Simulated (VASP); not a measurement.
# Band edges against the vacuum: BP(110), part 2 of 3

Aim: ionisation energy and electron affinity of BP(110), from a slab and a bulk run lined up through core potentials.

VASP 6.6.1; PBE; plane waves and PAW (B, P).

So far, gap on the k-mesh (eV): step 3 (band edges of the bulk) 1.26.

### 4. Relaxing the slab

System of this step: BP(110). The cell holds 18 atoms: 9 B and 9 P. Cell: a = 3.215 Å, b = 4.547 Å, c = 28.861 Å, α = 90.0°, β = 90.0°, γ = 90.0°. It derives from BP. 9 layers, cut at this functional's lattice. Vacuum lies along c.

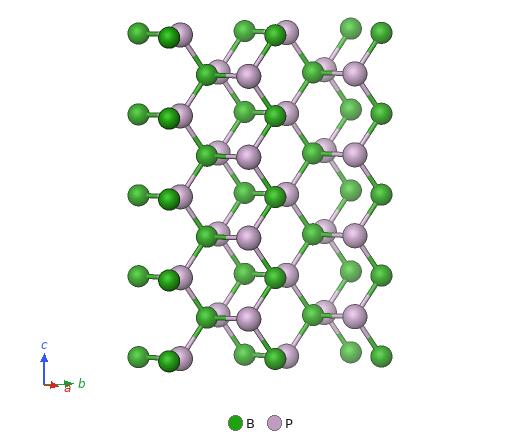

The cell of this step (boron green, phosphorus pink). 1×2×1 cells are drawn. Some periodic images of atoms are drawn too.

All atoms relax at the fixed cell.

Contents of INCAR:

```
SYSTEM = BP
PREC = Normal
ENCUT = 360
EDIFF = 1E-05
NELM = 120
ISMEAR = 0
SIGMA = 0.03
LREAL = Auto
ALGO = Fast
GGA = PE
NBANDS = 54
LORBIT = 11
LWAVE = .FALSE.
LCHARG = .FALSE.
KPAR = 4
IBRION = 2
NSW = 60
ISIF = 2
EDIFFG = -0.03
POTIM = 0.4
MAXMIX = 40
IDIPOL = 3
LDIPOL = .TRUE.
DIPOL = 0.5 0.5 0.5
```

Contents of POSCAR:

```
BP
1.0
    3.2152627814      0.0000000000      0.0000000000
    0.0000000000      4.5470682320      0.0000000000
    0.0000000000      0.0000000000     28.8610511255
B P
9 9
Direct
    0.0000000000      0.0000000000      0.2771901800
    0.5000000000      0.5000000000      0.3328926400
    0.0000000000      0.0000000000      0.3885950900
    0.5000000000      0.5000000000      0.4442975500
    0.0000000000      0.0000000000      0.5000000000
    0.5000000000      0.5000000000      0.5557024500
    0.0000000000      0.0000000000      0.6114049100
    0.5000000000      0.5000000000      0.6671073600
    0.0000000000      0.0000000000      0.7228098200
    0.0000000000      0.7500000000      0.3328926400
    0.5000000000      0.2500000000      0.2771901800
    0.0000000000      0.7500000000      0.4442975500
    0.5000000000      0.2500000000      0.3885950900
    0.0000000000      0.7500000000      0.5557024500
    0.5000000000      0.2500000000      0.5000000000
    0.0000000000      0.7500000000      0.6671073600
    0.5000000000      0.2500000000      0.6114049100
    0.5000000000      0.2500000000      0.7228098200
```

Contents of KPOINTS:

```
Automatic mesh
0
Gamma
7 5 1
0 0 0
```

Potentials, in the order of the species: B and P (PBE family, release 64).

On the command line:

```
mpirun -np 4 vasp_std
```

The program printed:

```text
[banner, memory and clock lines left out]
running    4 mpi-ranks, on    1 nodes
 distrk:  each k-point on    1 cores,    4 groups
 distr:  one band on    1 cores,    1 groups

 POSCAR found type information on POSCAR B P
 POSCAR found :  2 types and      18 ions
 LDA part: xc-table for (Slater+PW92), standard interpolation
 POSCAR, INCAR and KPOINTS ok, starting setup
 FFT: planning ... GRIDC
 FFT: planning ... GRID_SOFT
 FFT: planning ... GRID
 WAVECAR not read
 entering main loop
       N       E                     dE             d eps       ncg     rms          rms(c)
DAV:   1     0.299236303876E+03    0.29924E+03   -0.23526E+04  1312   0.817E+02
DAV:   2    -0.856071099334E+02   -0.38484E+03   -0.36985E+03  1774   0.194E+02
DAV:   3    -0.116108513162E+03   -0.30501E+02   -0.30010E+02  1568   0.559E+01
DAV:   4    -0.117001726009E+03   -0.89321E+00   -0.88973E+00  1928   0.996E+00
DAV:   5    -0.117024413209E+03   -0.22687E-01   -0.22669E-01  1792   0.153E+00    0.210E+01
RMM:   6    -0.112042320136E+03    0.49821E+01   -0.68119E+00  1299   0.736E+00    0.117E+01
RMM:   7    -0.111359737173E+03    0.68258E+00   -0.61776E+00  1305   0.670E+00    0.249E+00
RMM:   8    -0.111235865882E+03    0.12387E+00   -0.55472E-01  1321   0.268E+00    0.479E-01
RMM:   9    -0.111243840204E+03   -0.79743E-02   -0.95306E-02  1402   0.103E+00    0.264E-01
RMM:  10    -0.111245901953E+03   -0.20617E-02   -0.20658E-02  1563   0.455E-01    0.180E-01
RMM:  11    -0.111246723926E+03   -0.82197E-03   -0.26327E-03  1363   0.174E-01    0.608E-02
RMM:  12    -0.111246956360E+03   -0.23243E-03   -0.10794E-03  1503   0.961E-02    0.348E-02
RMM:  13    -0.111247283458E+03   -0.32710E-03   -0.24327E-04  1322   0.390E-02    0.183E-02
RMM:  14    -0.111247407813E+03   -0.12436E-03   -0.76350E-05  1095   0.229E-02    0.115E-02
RMM:  15    -0.111247580186E+03   -0.17237E-03   -0.43151E-05   952   0.164E-02    0.407E-03
RMM:  16    -0.111247628230E+03   -0.48044E-04   -0.34507E-05   924   0.108E-02    0.413E-03
RMM:  17    -0.111247646362E+03   -0.18132E-04   -0.85480E-06   895   0.650E-03    0.201E-03
RMM:  18    -0.111247680232E+03   -0.33871E-04   -0.25401E-06   734   0.416E-03    0.155E-03
RMM:  19    -0.111247696411E+03   -0.16178E-04   -0.76279E-07   551   0.293E-03    0.950E-04
RMM:  20    -0.111247722769E+03   -0.26358E-04   -0.15825E-06   606   0.315E-03    0.574E-04
RMM:  21    -0.111247726389E+03   -0.36202E-05   -0.29011E-07   487   0.246E-03
   1 F= -.11124773E+03 E0= -.11124773E+03  d E =-.111248E+03
 curvature:   0.00 expect dE= 0.000E+00 dE for cont linesearch  0.000E+00
 trial: gam= 0.00000 g(F)=  0.122E+01 g(S)=  0.000E+00 ort = 0.000E+00 (trialstep = 0.100E+01)
 search vector abs. value=  0.122E+01
 bond charge predicted
       N       E                     dE             d eps       ncg     rms          rms(c)
DAV:   1    -0.112048309490E+03   -0.80059E+00   -0.26710E+01  1372   0.179E+01    0.265E+00
RMM:   2    -0.112084142286E+03   -0.35833E-01   -0.74893E-01  1312   0.326E+00    0.125E+00
RMM:   3    -0.112113547675E+03   -0.29405E-01   -0.13363E-01  1353   0.143E+00    0.824E-01
RMM:   4    -0.112109036193E+03    0.45115E-02   -0.93704E-02  1348   0.995E-01    0.347E-01
RMM:   5    -0.112113092354E+03   -0.40562E-02   -0.12837E-02  1369   0.425E-01    0.267E-01
RMM:   6    -0.112113073438E+03    0.18915E-04   -0.33293E-03  1520   0.192E-01    0.215E-01
RMM:   7    -0.112112099251E+03    0.97419E-03   -0.54511E-03  1309   0.206E-01    0.140E-01
RMM:   8    -0.112112358359E+03   -0.25911E-03   -0.47547E-04  1305   0.825E-02    0.332E-02
RMM:   9    -0.112112395291E+03   -0.36932E-04   -0.14610E-04  1298   0.400E-02    0.142E-02
RMM:  10    -0.112112393149E+03    0.21429E-05   -0.27495E-05   951   0.170E-02
   2 F= -.11211239E+03 E0= -.11211239E+03  d E =-.864667E+00
[... from here on, the cycles between the ionic steps are left out ...]
   3 F= -.11230490E+03 E0= -.11230490E+03  d E =-.105717E+01
   4 F= -.11261116E+03 E0= -.11261116E+03  d E =-.306262E+00
   5 F= -.11267017E+03 E0= -.11267017E+03  d E =-.365271E+00
   6 F= -.11274385E+03 E0= -.11274385E+03  d E =-.736848E-01
   7 F= -.11276415E+03 E0= -.11276415E+03  d E =-.939824E-01
   8 F= -.11278328E+03 E0= -.11278328E+03  d E =-.191301E-01
   9 F= -.11278340E+03 E0= -.11278340E+03  d E =-.192526E-01
  10 F= -.11279117E+03 E0= -.11279117E+03  d E =-.777317E-02
  11 F= -.11279261E+03 E0= -.11279261E+03  d E =-.921154E-02
  12 F= -.11279738E+03 E0= -.11279738E+03  d E =-.477028E-02
  13 F= -.11279995E+03 E0= -.11279995E+03  d E =-.734038E-02
  14 F= -.11280301E+03 E0= -.11280301E+03  d E =-.305705E-02
  15 F= -.11280405E+03 E0= -.11280405E+03  d E =-.410018E-02
  16 F= -.11280486E+03 E0= -.11280486E+03  d E =-.810804E-03
  17 F= -.11280490E+03 E0= -.11280490E+03  d E =-.847243E-03
 curvature:  -0.90 expect dE=-0.321E-03 dE for cont linesearch -0.483E-06
 trial: gam= 0.27027 g(F)=  0.358E-03 g(S)=  0.000E+00 ort =-0.363E-04 (trialstep = 0.923E+00)
 search vector abs. value=  0.517E-03
 bond charge predicted
       N       E                     dE             d eps       ncg     rms          rms(c)
DAV:   1    -0.112805084159E+03   -0.18321E-03   -0.10016E-02  1398   0.376E-01    0.500E-02
RMM:   2    -0.112805107881E+03   -0.23723E-04   -0.46089E-04  1322   0.838E-02    0.616E-02
RMM:   3    -0.112805122199E+03   -0.14318E-04   -0.89958E-05  1332   0.370E-02    0.256E-02
RMM:   4    -0.112805116093E+03    0.61062E-05   -0.22752E-05   897   0.176E-02
  18 F= -.11280512E+03 E0= -.11280512E+03  d E =-.215112E-03
 trial-energy change:   -0.000215  1 .order   -0.000211   -0.000321   -0.000101
 step:   1.3477(harm=  1.3477)  dis= 0.00204  next Energy=  -112.805136 (dE=-0.235E-03)
 reached required accuracy - stopping structural energy minimisation
```

Wall time 4.5 min (4 MPI ranks of Intel Xeon Platinum 8488C (Sapphire Rapids), shared host); peak memory 1.2 GiB; 18 min of CPU time.

From OUTCAR (step 4):

```text
  LATTYP: Found a simple orthorhombic cell.
 ALAT       =     3.2152627814
 B/A-ratio  =     1.4142135624
 C/A-ratio  =     8.9762651104

 Subroutine GETGRP returns: Found  4 space group operations
 (whereof  4 operations were pure point group operations)

The static configuration has the point symmetry C_2v.

 Found     12 irreducible k-points:

   k-points           NKPTS =     12   k-points in BZ     NKDIM =     12   number of bands    NBANDS=     54

   dimension x,y,z NGX =    16 NGY =   24 NGZ =  140
   dimension x,y,z NGXF=    32 NGYF=   48 NGZF=  280

   ENCUT  =  360.0 eV  26.46 Ry    5.14 a.u.   4.97  7.03 44.65*2*pi/ulx,y,z

   NELECT =      72.0000    total number of electrons

 dipolmoment           0.000000      0.000000      0.000000 electrons x Angstroem

 E-fermi :   1.0374

 k-point     1 :       0.0000    0.0000    0.0000
  band No.  band energies     occupation
    ...
     32       0.2899      2.00000
     33       0.6260      2.00000
     34       0.6691      2.00000
     35       0.8409      2.00000
     36       0.9075      2.00000
     37       2.5206      0.00000
     38       2.7273      0.00000
     39       2.8067      0.00000
     40       3.2442      0.00000
     41       3.4334      0.00000
    ...

 k-point     2 :       0.1429    0.0000    0.0000
  band No.  band energies     occupation
    ...
     32      -0.6261      2.00000
     33      -0.4973      2.00000
     34      -0.3529      2.00000
     35       0.2777      2.00000
     36       0.4149      2.00000
     37       2.7415      0.00000
     38       3.0688      0.00000
     39       3.6785      0.00000
     40       3.8004      0.00000
     41       3.8176      0.00000
    ...

  Total       -2.0767198      1.5624437     -1.0220357      0.0000000      0.0000000      0.0000000
  in kB       -7.8854849      5.9327340     -3.8807579      0.0000000      0.0000000      0.0000000
  external PRESSURE =      -1.9445029 kB  Pullay stress =       0.0000000 kB

  energy-cutoff  :      360.00
  volume of cell :      421.95
      direct lattice vectors                 reciprocal lattice vectors
     3.215262781  0.000000000  0.000000000     0.311016569  0.000000000  0.000000000
     0.000000000  4.547068232  0.000000000     0.000000000  0.219921925  0.000000000
     0.000000000  0.000000000 28.861051126     0.000000000  0.000000000  0.034648773

 POSITION                                       TOTAL-FORCE (eV/Angst)
 -----------------------------------------------------------------------------------
      0.00000      0.22882      8.33863         0.000000     -0.007364      0.010975
      1.60763      2.24488      9.58712         0.000000      0.001934      0.008152
      0.00000      4.51876     11.21698        -0.000000     -0.003446      0.008892
      1.60763      2.23424     12.81712         0.000000      0.008246      0.011544
      0.00000      4.50990     14.43053        -0.000000      0.008122      0.000000
      1.60763      2.23424     16.04393         0.000000      0.008246     -0.011544
      0.00000      4.51876     17.64407        -0.000000     -0.003446     -0.008892
      1.60763      2.24488     19.27394         0.000000      0.001934     -0.008152
      0.00000      0.22882     20.52242        -0.000000     -0.007364     -0.010975
      0.00000      3.35321      9.59301        -0.000000     -0.005320      0.021776
      1.60763      1.16890      7.85451        -0.000000     -0.006949      0.009332
      3.21526      3.37144     12.81940        -0.000000      0.000936      0.009199
      1.60763      1.10522     11.19827        -0.000000      0.001975      0.004726
      3.21526      3.37144     16.04165        -0.000000      0.000936     -0.009199
      1.60763      1.09956     14.43053        -0.000000      0.011855      0.000000
      3.21526      3.35321     19.26804         0.000000     -0.005320     -0.021776
      1.60763      1.10522     17.66278        -0.000000      0.001975     -0.004726
      1.60763      1.16890     21.00654        -0.000000     -0.006949     -0.009332
 -----------------------------------------------------------------------------------
    total drift:                                0.000000     -0.003005      0.000002

  FREE ENERGIE OF THE ION-ELECTRON SYSTEM (eV)
  ---------------------------------------------------
  free  energy   TOTEN  =      -112.8051160930 eV

  energy  without entropy=     -112.8051160930  energy(sigma->0) =     -112.80511609

 vacuum level on the upper side and lower side of the slab         6.137         6.137

 total charge
# of ion       s       p       d       tot
------------------------------------------
    1        0.723   1.116   0.000   1.839
    2        0.669   1.223   0.000   1.892
    3        0.669   1.249   0.000   1.918
    4        0.668   1.263   0.000   1.930
    5        0.667   1.263   0.000   1.930
    6        0.668   1.263   0.000   1.930
    7        0.669   1.249   0.000   1.918
    8        0.669   1.223   0.000   1.892
    9        0.723   1.116   0.000   1.839
   10        0.996   1.587   0.000   2.583
   11        1.039   1.518   0.000   2.557
   12        0.993   1.569   0.000   2.562
   13        0.994   1.572   0.000   2.566
   14        0.993   1.569   0.000   2.562
   15        0.993   1.571   0.000   2.564
   16        0.996   1.587   0.000   2.583
   17        0.994   1.572   0.000   2.566
   18        1.039   1.518   0.000   2.557
--------------------------------------------------
tot         15.164  25.025   0.000  40.189

[... 1 part as in an earlier step ...]

[... 7 further parts left out ...]
```

The run keeps the 4 symmetry operations of its start, so it cannot find a distortion of lower symmetry.

Relaxation path:

```csv
step,energy less that of the first step (eV),largest force (eV/Å)
1,0.0000,3.0220
2,-0.8647,1.8428
3,-1.0572,1.1893
4,-1.3634,0.8242
5,-1.4224,1.2054
6,-1.4961,0.8296
7,-1.5164,0.3739
8,-1.5356,0.1943
9,-1.5357,0.2197
10,-1.5434,0.1110
11,-1.5449,0.1152
12,-1.5497,0.1006
13,-1.5522,0.1461
14,-1.5553,0.0699
15,-1.5563,0.0710
16,-1.5571,0.0323
17,-1.5572,0.0414
18,-1.5574,0.0224
```

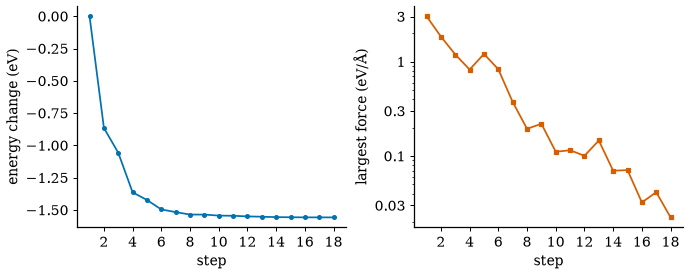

Energy and largest force along the relaxation.

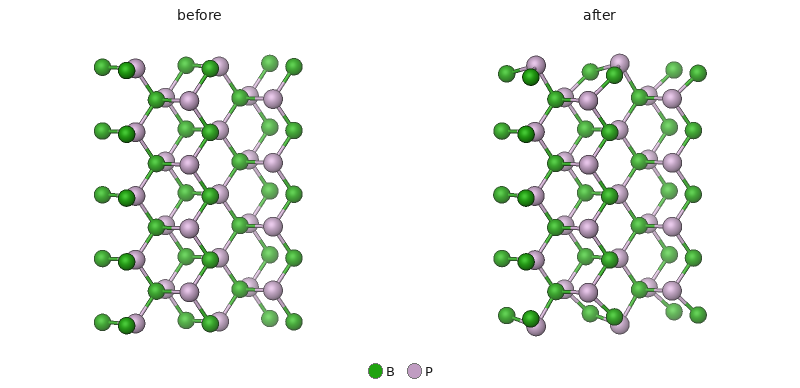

Before and after, at one scale.

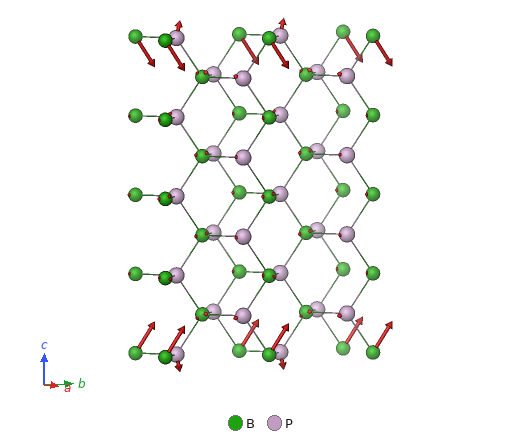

Displacements in the relaxation, exaggerated; the longest in the cell stands for 0.41 Å. 1×2×1 cells are drawn. Some periodic images of atoms are drawn too.

The atoms that moved most (Å):

```csv
atom,dx,dy,dz,length
B9,0.000,0.229,-0.339,0.409
B1,0.000,0.229,0.339,0.409
P11,0.000,0.032,-0.145,0.149
P18,0.000,0.032,0.145,0.149
P10,0.000,-0.057,-0.015,0.059
P16,0.000,-0.057,0.015,0.059
B6,0.000,-0.039,0.006,0.040
B4,0.000,-0.039,-0.006,0.040
```

The relaxed structure:

```xyz
18
Lattice="3.2153 0.0000 0.0000 0.0000 4.5471 0.0000 0.0000 0.0000 28.8611" Properties=species:S:1:pos:R:3
B     0.0000    0.2288    8.3386
B     1.6076    2.2449    9.5871
B     0.0000   -0.0283   11.2170
B     1.6076    2.2342   12.8171
B     0.0000   -0.0372   14.4305
B     1.6076    2.2342   16.0439
B     0.0000   -0.0283   17.6441
B     1.6076    2.2449   19.2739
B     0.0000    0.2288   20.5224
P     0.0000    3.3532    9.5930
P     1.6076    1.1689    7.8545
P     0.0000    3.3714   12.8194
P     1.6076    1.1052   11.1983
P     0.0000    3.3714   16.0416
P     1.6076    1.0996   14.4305
P     0.0000    3.3532   19.2680
P     1.6076    1.1052   17.6628
P     1.6076    1.1689   21.0065
```

Numbers from this step:

```yaml
electronic_cycles: 142
electrons: 72
free_energy_toten: -112.8051 eV
fermi_energy: 1.037 eV
dipole_moment: 0, 0, 0 e·Å
gap_on_the_k_mesh: 0.5529 eV
least_direct_gap_on_the_k_mesh: 1.613 eV
```

The run ended after 18 ionic steps, 1.557 eV below its first step, once the forces on the free atoms met EDIFFG = -0.03.

[end of part 2 of 3]

[Lines on the potential files, build, host, timing and source positions are cut from VASP's logs without a mark.]

[Logs are printed without paths, hosts, clocks, repeated set-up lines and the standing remarks that a program may print on its own settings, such as how far it seeks lower states.]

[Hosts, paths, dates, database ids (printed as entryN), source tags and the programs' standing remarks are cut or masked in the printed files.]

[Runs that stopped without an error message from VASP are left out.]
